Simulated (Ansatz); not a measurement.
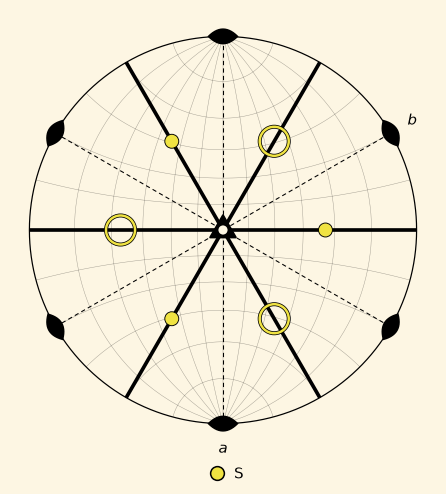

Crystal: HfS2, the input geometry of an electronic-structure calculation (not necessarily at equilibrium). Directions from one hafnium atom at (0, 0, 0) to its bonded neighbours, in stereographic projection down c (filled: above the plane of the page or in it, open: below). Symmetry computed with spglib at a tolerance of 0.002 Å; standard conventional cell.

Neighbours are counted up to 3.25 Å for S. The symmetry elements of the site are drawn in: heavy lines are mirror planes (a heavy rim: a mirror in the plane of the page); lens, triangle, square and hexagon are 2-, 3-, 4- and 6-fold axes, a lens in an open square is −4, a triangle in an open hexagon −6; thin dashed diameters join the ends of axes that lie in the page; a small open circle marks inversion.

```
Hf S
1.0
     3.63966    0.00000    0.00000
    -1.81983    3.15204    0.00000
     0.00000    0.00000    6.05556
Hf S
1 2
Direct
  0.00000 0.00000 0.00000
  0.66667 0.33333 0.76395
  0.33333 0.66667 0.23605
```

How many neighbours are there, and at what angles?

Answer. 6: 6 S at 2.54 Å. Angles between bonds: 89° (6×), 91° (6×), 180° (3×).

What is the site's symmetry in the crystal?

Answer. Point group -3m (D3d), order 12: one threefold axis, three twofold axes, three mirror planes, an inversion centre. In No. 164, P-3m1 this is Wyckoff position 1a.
